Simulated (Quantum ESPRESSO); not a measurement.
## Band-structure run, with input and output: WC (part 2 of 2)

The same run, continued: WC (2 atoms in the cell); Kohn-Sham DFT of a periodic cell, vdW-DF-cx, SG15 PBE 1.2, no spin polarisation (Quantum ESPRESSO 7.5); cutoff 1020.43 eV, 10×10×10 k-mesh, fermi-dirac of 0.05 eV. The structure was made by swapping elements on the sites of another compound; it need not be a known phase.

### Output, continued
```
   -48.6581 -13.0002 -12.8721 -12.8385  -2.8252  -2.8127  -2.8101  -2.8095
    -2.7781  -2.7756  -2.7716  12.9735  19.4347  20.5244  20.5562  25.1977
    26.1158  30.2015  32.8818  33.4471  34.3317  35.9219  39.2794  42.2206

          k = 0.0000-0.1414 0.1414 (  1819 PWs)   bands (ev):

   -48.6633 -12.9033 -12.8449 -12.8246  -2.8284  -2.8130  -2.8118  -2.8114
    -2.7745  -2.7727  -2.7715  12.3826  19.6161  20.2463  20.3294  25.4104
    25.9404  29.9010  33.2898  33.7241  34.4169  37.7473  39.2370  41.3203

          k = 0.2828-0.0000 0.0000 (  1808 PWs)   bands (ev):

   -48.6591 -12.9500 -12.8672 -12.8672  -2.8254  -2.8119  -2.8107  -2.8107
    -2.7757  -2.7742  -2.7742  12.8679  19.0684  20.7735  20.7735  24.4325
    26.4430  30.9462  33.1986  33.1986  33.8395  38.1426  39.3785  39.3785

          k = 0.3536 0.0707-0.0707 (  1802 PWs)   bands (ev):

   -48.6545 -13.0268 -12.8893 -12.8886  -2.8224  -2.8116  -2.8093  -2.8090
    -2.7790  -2.7764  -2.7745  13.3973  18.8718  21.0687  21.1476  24.2038
    26.6876  30.6356  32.4016  33.0767  33.7753  37.1173  39.8540  40.5229

          k = 0.4243 0.1414-0.1414 (  1798 PWs)   bands (ev):

   -48.6496 -13.1081 -12.9189 -12.9033  -2.8198  -2.8108  -2.8077  -2.8074
    -2.7820  -2.7795  -2.7744  13.9327  19.0472  21.0939  21.3961  24.7092
    27.0027  28.5783  31.3745  33.1078  34.2530  36.7995  40.9088  41.5460

          k =-0.2121-0.4950 0.4950 (  1793 PWs)   bands (ev):

   -48.6464 -13.1576 -12.9503 -12.9056  -2.8187  -2.8096  -2.8068  -2.8064
    -2.7832  -2.7823  -2.7743  14.2548  19.5600  21.0024  21.4515  25.2700
    26.9500  27.3084  30.9971  32.2376  34.2276  37.9215  41.3254  41.8451

          k =-0.1414-0.4243 0.4243 (  1802 PWs)   bands (ev):

   -48.6460 -13.1589 -12.9700 -12.8947  -2.8187  -2.8097  -2.8069  -2.8060
    -2.7837  -2.7823  -2.7742  14.2904  20.0334  20.6721  21.3696  25.3849
    26.1524  27.8667  31.3517  31.8417  34.1691  37.9895  40.7114  42.3432

          k =-0.0707-0.3536 0.3536 (  1804 PWs)   bands (ev):

   -48.6486 -13.1174 -12.9646 -12.8747  -2.8197  -2.8112  -2.8073  -2.8065
    -2.7833  -2.7798  -2.7740  14.0363  19.9194  20.3940  21.1729  25.3374
    26.5718  27.9243  31.6433  33.1180  34.3483  36.3676  39.9450  42.7629

          k = 0.0000-0.2828 0.2828 (  1809 PWs)   bands (ev):

   -48.6532 -13.0572 -12.9271 -12.8532  -2.8222  -2.8122  -2.8086  -2.8078
    -2.7811  -2.7769  -2.7733  13.5326  19.4725  20.5775  20.8529  25.0115
    26.6805  28.9957  32.4984  33.8295  34.0572  35.8250  38.8833  43.2724

          k = 0.4243 0.0000-0.0000 (  1808 PWs)   bands (ev):

   -48.6511 -13.0655 -12.9130 -12.9130  -2.8198  -2.8107  -2.8085  -2.8085
    -2.7800  -2.7772  -2.7772  13.7839  18.5231  21.6677  21.6677  23.5976
    26.9704  31.0807  31.5662  31.5662  34.3094  38.4091  40.2331  40.2331

          k = 0.4950 0.0707-0.0707 (  1799 PWs)   bands (ev):

   -48.6472 -13.1185 -12.9417 -12.9300  -2.8172  -2.8103  -2.8073  -2.8073
    -2.7824  -2.7791  -2.7777  14.2072  18.5066  21.8580  22.0741  23.8723
    27.2259  28.9451  30.6474  31.6858  35.4281  38.2713  41.0852  41.3235

          k =-0.1414-0.5657 0.5657 (  1800 PWs)   bands (ev):

   -48.6444 -13.1443 -12.9862 -12.9332  -2.8157  -2.8097  -2.8067  -2.8062
    -2.7836  -2.7815  -2.7776  14.5019  18.8719  21.7795  22.1929  24.3532
    27.0946  27.4259  30.3909  31.5862  36.2299  38.4255  40.7985  41.6227

          k =-0.0707-0.4950 0.4950 (  1809 PWs)   bands (ev):

   -48.6436 -13.1291 -13.0338 -12.9215  -2.8156  -2.8095  -2.8069  -2.8055
    -2.7835  -2.7830  -2.7772  14.5783  19.4233  21.5863  22.0284  24.0057
    26.3310  27.9674  31.1074  31.2107  36.2646  38.2941  40.1628  41.7623

          k =-0.0000-0.4243 0.4243 (  1802 PWs)   bands (ev):

   -48.6452 -13.1090 -13.0357 -12.8992  -2.8170  -2.8105  -2.8068  -2.8056
    -2.7841  -2.7812  -2.7762  14.4154  19.9430  20.6952  21.6532  24.9084
    25.6201  28.4992  30.9441  32.3300  36.1863  36.4661  40.2054  42.0562

          k = 0.5657-0.0000 0.0000 (  1772 PWs)   bands (ev):

   -48.6446 -13.1560 -12.9499 -12.9499  -2.8150  -2.8099  -2.8067  -2.8067
    -2.7835  -2.7795  -2.7795  14.4704  18.2512  22.6814  22.6814  23.4679
    27.4488  29.0995  29.7793  29.7793  36.6371  39.6116  41.4131  41.9360

          k =-0.0707-0.6364 0.6364 (  1793 PWs)   bands (ev):

   -48.6428 -13.1725 -12.9750 -12.9555  -2.8137  -2.8098  -2.8063  -2.8060
    -2.7843  -2.7807  -2.7798  14.6526  18.3676  22.7592  22.9066  23.8142
    27.3779  27.6384  29.5043  30.0426  37.8582  39.5799  40.3092  42.1961

          k = 0.0000-0.5657 0.5657 (  1816 PWs)   bands (ev):

   -48.6424 -13.1511 -13.0186 -12.9446  -2.8137  -2.8095  -2.8066  -2.8056
    -2.7840  -2.7823  -2.7791  14.7021  18.8080  22.6340  22.7437  23.3029
    26.8018  27.5705  30.2496  30.5936  38.1232  38.8353  39.6895  41.8037

          k =-0.7071 0.0000 0.0000 (  1772 PWs)   bands (ev):

   -48.6422 -13.1898 -12.9639 -12.9639  -2.8130  -2.8098  -2.8060  -2.8060
    -2.7848  -2.7804  -2.7804  14.6980  18.1860  23.2181  23.2181  23.7174
    27.6468  27.9881  28.9422  28.9422  38.9133  39.4512  40.3476  42.9849

          k = 0.2828 0.1414 0.0000 (  1810 PWs)   bands (ev):

   -48.6575 -12.9914 -12.8838 -12.8517  -2.8246  -2.8124  -2.8101  -2.8095
    -2.7781  -2.7750  -2.7731  13.0511  19.2017  20.6810  20.7561  24.7278
    26.3785  30.5077  32.8149  33.2772  34.1994  36.7477  38.8562  41.6105

          k = 0.3536 0.2121-0.0707 (  1816 PWs)   bands (ev):

   -48.6522 -13.0761 -12.9178 -12.8692  -2.8216  -2.8117  -2.8084  -2.8078
    -2.7813  -2.7779  -2.7734  13.6415  19.2778  20.7214  21.0926  24.8659
    26.7772  29.0037  32.1837  33.6984  33.8339  36.0712  39.6106  42.6086

          k =-0.2828-0.4243 0.5657 (  1808 PWs)   bands (ev):

   -48.6480 -13.1465 -12.9379 -12.8877  -2.8198  -2.8103  -2.8071  -2.8066
    -2.7832  -2.7811  -2.7734  14.0797  19.7515  20.5900  21.3101  25.4664
    26.7697  27.6843  31.3030  32.7025  33.8239  37.1357  40.7983  42.4640

          k =-0.2121-0.3536 0.4950 (  1806 PWs)   bands (ev):

   -48.6464 -13.1735 -12.9442 -12.8959  -2.8194  -2.8094  -2.8068  -2.8062
    -2.7833  -2.7828  -2.7734  14.2293  20.1787  20.4348  21.3886  25.5243
    26.7009  27.3979  31.5223  31.5729  33.6656  38.1537  41.2511  42.2107

          k = 0.4243 0.1414-0.0000 (  1807 PWs)   bands (ev):

   -48.6502 -13.0815 -12.9317 -12.9010  -2.8196  -2.8111  -2.8081  -2.8077
    -2.7815  -2.7778  -2.7761  13.8805  18.7921  21.1905  21.6517  24.1807
    27.0043  29.2549  31.5542  32.9283  34.4649  37.2033  39.8141  41.9618

          k =-0.2121-0.4950 0.6364 (  1812 PWs)   bands (ev):

   -48.6464 -13.1257 -12.9701 -12.9176  -2.8174  -2.8103  -2.8070  -2.8065
    -2.7833  -2.7803  -2.7765  14.2977  19.1037  21.0360  22.0416  24.6109
    26.8697  27.8968  30.7702  32.5153  35.4339  37.4055  40.3882  41.9305

          k =-0.1414-0.4243 0.5657 (  1804 PWs)   bands (ev):

   -48.6444 -13.1406 -13.0021 -12.9223  -2.8165  -2.8094  -2.8068  -2.8058
    -2.7835  -2.7826  -2.7765  14.4955  19.6398  20.8486  22.1835  24.3968
    26.6219  27.5725  30.9537  31.8157  35.4870  38.4262  40.3665  41.5161

          k =-0.0707-0.3536 0.4950 (  1803 PWs)   bands (ev):

   -48.6450 -13.1272 -13.0125 -12.9099  -2.8169  -2.8100  -2.8068  -2.8058
    -2.7840  -2.7817  -2.7762  14.4366  20.0147  20.3951  22.0057  24.6595
    26.0717  28.1318  30.9282  32.2199  35.5074  37.5471  40.2426  41.8243

          k = 0.0000-0.2828 0.4243 (  1807 PWs)   bands (ev):

   -48.6480 -13.1046 -12.9798 -12.8883  -2.8187  -2.8112  -2.8073  -2.8065
    -2.7833  -2.7793  -2.7754  14.1237  19.5847  20.5006  21.5850  24.9469
    26.6405  28.0331  31.3956  33.1626  35.1711  36.2153  39.7689  42.4519

          k =-0.1414-0.5657 0.7071 (  1792 PWs)   bands (ev):

   -48.6444 -13.1466 -12.9700 -12.9464  -2.8151  -2.8100  -2.8066  -2.8064
    -2.7837  -2.7800  -2.7791  14.5065  18.5790  21.8667  22.7036  24.0244
    27.0760  28.0032  29.9454  31.2715  36.7054  38.6203  40.6778  41.6959

          k =-0.0707-0.4950 0.6364 (  1798 PWs)   bands (ev):

   -48.6428 -13.1420 -13.0127 -12.9505  -2.8141  -2.8096  -2.8065  -2.8058
    -2.7839  -2.7818  -2.7792  14.6752  18.9873  21.7491  22.9028  23.7506
    26.5925  27.6873  30.0177  31.3609  37.5439  38.8377  39.8739  41.1801

          k =-0.0000-0.4243 0.5657 (  1801 PWs)   bands (ev):

   -48.6430 -13.1101 -13.0552 -12.9351  -2.8147  -2.8096  -2.8068  -2.8055
    -2.7835  -2.7827  -2.7784  14.6566  19.5381  21.1919  22.7280  23.5481
    26.2703  28.0188  30.5257  31.6644  37.4112  37.7769  39.9349  41.2583

          k =-0.7071 0.1414 0.0000 (  1790 PWs)   bands (ev):

   -48.6422 -13.1699 -12.9845 -12.9648  -2.8131  -2.8097  -2.8061  -2.8060
    -2.7844  -2.7808  -2.7805  14.7187  18.5192  22.6599  23.0062  23.7926
    26.8021  27.7890  29.2791  30.4486  38.8259  39.2591  39.6799  41.5115

          k =-0.1414-0.4243 0.7071 (  1807 PWs)   bands (ev):

   -48.6438 -13.1213 -13.0206 -12.9389  -2.8152  -2.8099  -2.8066  -2.8059
    -2.7839  -2.7812  -2.7785  14.5850  19.4769  20.8286  22.7394  24.0517
    26.2530  28.0187  30.3240  32.1177  37.0364  37.5665  40.0270  41.3146

          k =-0.0707-0.3536 0.6364 (  1800 PWs)   bands (ev):

   -48.6428 -13.1106 -13.0459 -12.9500  -2.8143  -2.8095  -2.8066  -2.8057
    -2.7834  -2.7825  -2.7791  14.6896  19.7427  20.7971  22.9441  23.5729
    26.3579  27.7765  30.3290  31.9363  37.2705  38.6237  39.5569  40.7650

          k =-0.7071 0.2828 0.0000 (  1800 PWs)   bands (ev):

   -48.6421 -13.1210 -13.0345 -12.9663  -2.8133  -2.8096  -2.8062  -2.8060
    -2.7835  -2.7818  -2.7806  14.7528  19.3780  21.3909  22.7304  23.8683
    26.2302  27.8235  29.8398  31.7940  38.6972  38.9498  39.0271  40.1914

     the Fermi energy is    25.9971 ev

!    total energy              =    -555.15994195 Ry
     estimated scf accuracy    <          1.1E-10 Ry
     smearing contrib. (-TS)   =      -0.00044478 Ry
     internal energy E=F+TS    =    -555.15949717 Ry

     The total energy is F=E-TS. E is the sum of the following terms:
     one-electron contribution =    -193.09061533 Ry
     hartree contribution      =     126.10230399 Ry
     xc contribution           =     -45.96328665 Ry
     ewald contribution        =    -442.20789917 Ry

     convergence has been achieved in   9 iterations

     Forces acting on atoms (cartesian axes, Ry/au):

     atom    1 type  1   force =     0.00000000    0.00000000   -0.00000000
     atom    2 type  2   force =    -0.00000000   -0.00000000    0.00000000

     Total force =     0.000000     Total SCF correction =     0.000000

     Computing stress (Cartesian axis) and pressure

          total   stress  (Ry/bohr**3)                   (kbar)     P=       97.08
   0.00065993   0.00000000   0.00000000           97.08        0.00        0.00
   0.00000000   0.00065993  -0.00000000            0.00       97.08       -0.00
   0.00000000  -0.00000000   0.00065993            0.00       -0.00       97.08

=------------------------------------------------------------------------------=
   JOB DONE.
=------------------------------------------------------------------------------=
```

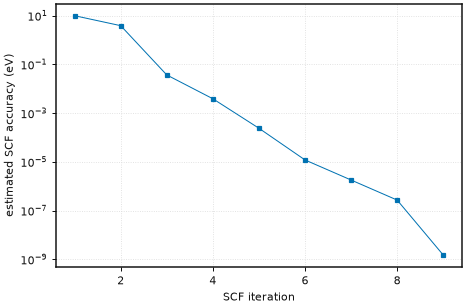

**Figure 1.** Convergence of the self-consistent field: estimated SCF accuracy against the iteration. The field takes 9 iterations in all.

The run was set up as follows.

### Input file
```
&CONTROL
  calculation = 'scf'
  prefix = 'pwscf'
  outdir = './tmp'
  pseudo_dir = './pseudo'
  tprnfor = .true.
  tstress = .true.
  disk_io = 'low'
/
&SYSTEM
  ibrav = 0
  nat = 2
  ntyp = 2
  ecutwfc = 75
  nbnd = 24
  input_dft = 'vdw-df-cx'
  occupations = 'smearing'
  smearing = 'fd'
  degauss = 0.00367493
/
&ELECTRONS
  conv_thr = 4d-10
  electron_maxstep = 120
  mixing_beta = 0.5
/
ATOMIC_SPECIES
W    183.8400 W_ONCV_PBE-1.2.upf
C     12.0110 C_ONCV_PBE-1.2.upf
CELL_PARAMETERS angstrom
   0.0000000000    2.3021091000    2.3021091000
   2.3021091000    0.0000000000    2.3021091000
   2.3021091000    2.3021091000    0.0000000000
ATOMIC_POSITIONS crystal
W      0.0000000000    0.0000000000    0.0000000000
C      0.7500000000    0.7500000000    0.7500000000
K_POINTS automatic
10 10 10 0 0 0
```

### File bands.in
```
&CONTROL
  calculation = 'bands'
  prefix = 'pwscf'
  outdir = './tmp'
  pseudo_dir = './pseudo'
  disk_io = 'low'
  verbosity = 'high'
/
&SYSTEM
  ibrav = 0
  nat = 2
  ntyp = 2
  ecutwfc = 75
  nbnd = 24
  input_dft = 'vdw-df-cx'
  occupations = 'smearing'
  smearing = 'fd'
  degauss = 0.00367493
/
&ELECTRONS
  conv_thr = 1d-08
  electron_maxstep = 120
  mixing_beta = 0.5
  diago_full_acc = .true.
/
ATOMIC_SPECIES
W    183.8400 W_ONCV_PBE-1.2.upf
C     12.0110 C_ONCV_PBE-1.2.upf
CELL_PARAMETERS angstrom
   0.0000000000    2.3021091000    2.3021091000
   2.3021091000    0.0000000000    2.3021091000
   2.3021091000    2.3021091000    0.0000000000
ATOMIC_POSITIONS crystal
W      0.0000000000    0.0000000000    0.0000000000
C      0.7500000000    0.7500000000    0.7500000000
K_POINTS crystal
60
 0.0000000000  0.0000000000  0.0000000000 1
 0.0625000000  0.0000000000  0.0625000000 1
 0.1250000000  0.0000000000  0.1250000000 1
 0.1875000000  0.0000000000  0.1875000000 1
 0.2500000000  0.0000000000  0.2500000000 1
 0.3125000000  0.0000000000  0.3125000000 1
 0.3750000000  0.0000000000  0.3750000000 1
 0.4375000000  0.0000000000  0.4375000000 1
 0.5000000000  0.0000000000  0.5000000000 1
 0.5000000000  0.0625000000  0.5625000000 1
 0.5000000000  0.1250000000  0.6250000000 1
 0.5000000000  0.1875000000  0.6875000000 1
 0.5000000000  0.2500000000  0.7500000000 1
 0.4375000000  0.3125000000  0.7500000000 1
 0.3750000000  0.3750000000  0.7500000000 1
 0.3375000000  0.3375000000  0.6750000000 1
 0.3000000000  0.3000000000  0.6000000000 1
 0.2625000000  0.2625000000  0.5250000000 1
 0.2250000000  0.2250000000  0.4500000000 1
 0.1875000000  0.1875000000  0.3750000000 1
 0.1500000000  0.1500000000  0.3000000000 1
 0.1125000000  0.1125000000  0.2250000000 1
 0.0750000000  0.0750000000  0.1500000000 1
 0.0375000000  0.0375000000  0.0750000000 1
 0.0000000000  0.0000000000  0.0000000000 1
 0.0625000000  0.0625000000  0.0625000000 1
 0.1250000000  0.1250000000  0.1250000000 1
 0.1875000000  0.1875000000  0.1875000000 1
 0.2500000000  0.2500000000  0.2500000000 1
 0.3125000000  0.3125000000  0.3125000000 1
 0.3750000000  0.3750000000  0.3750000000 1
 0.4375000000  0.4375000000  0.4375000000 1
 0.5000000000  0.5000000000  0.5000000000 1
 0.5250000000  0.4500000000  0.5250000000 1
 0.5500000000  0.4000000000  0.5500000000 1
 0.5750000000  0.3500000000  0.5750000000 1
 0.6000000000  0.3000000000  0.6000000000 1
 0.6250000000  0.2500000000  0.6250000000 1
 0.5833333333  0.2500000000  0.6666666667 1
 0.5416666667  0.2500000000  0.7083333333 1
 0.5000000000  0.2500000000  0.7500000000 1
 0.5000000000  0.2857142857  0.7142857143 1
 0.5000000000  0.3214285714  0.6785714286 1
 0.5000000000  0.3571428571  0.6428571429 1
 0.5000000000  0.3928571429  0.6071428571 1
 0.5000000000  0.4285714286  0.5714285714 1
 0.5000000000  0.4642857143  0.5357142857 1
 0.5000000000  0.5000000000  0.5000000000 1
 0.4821428571  0.4821428571  0.5357142857 1
 0.4642857143  0.4642857143  0.5714285714 1
 0.4464285714  0.4464285714  0.6071428571 1
 0.4285714286  0.4285714286  0.6428571429 1
 0.4107142857  0.4107142857  0.6785714286 1
 0.3928571429  0.3928571429  0.7142857143 1
 0.3750000000  0.3750000000  0.7500000000 1
 0.6250000000  0.2500000000  0.6250000000 1
 0.5937500000  0.1875000000  0.5937500000 1
 0.5625000000  0.1250000000  0.5625000000 1
 0.5312500000  0.0625000000  0.5312500000 1
 0.5000000000  0.0000000000  0.5000000000 1
```

Command:
```bash
OMP_NUM_THREADS=1 pw.x -in pw.in > pw.out
OMP_NUM_THREADS=1 pw.x -in bands.in > bands.out
```

### Summary

| quantity | value |
| --- | --- |
| outcome | converged |
| space group (tolerance 0.01 Å) | F-43m (216) |
| electrons treated | 32 |
| free energy | −7553.3358 eV |
| Fermi energy | 25.997 eV |
| gap on the k-point mesh | none (metallic) |
| pressure | 9.71 GPa |
| largest force (length of the vector) | under 0.001 eV/Å |
| hardware | 1 thread of Intel Xeon (Granite Rapids), 16 GiB of memory available, shared host |
| wall time | 2.6 min |
| peak memory | 0.1 GiB |

### Notes

Further notes kept with the run: potentials made for another functional. Points of doubt noted for this run: potentials made for another functional. Spin–orbit coupling is left out, which matters for W. The cell is under a pressure of 9.7 GPa at this level, so it is not at its equilibrium volume.
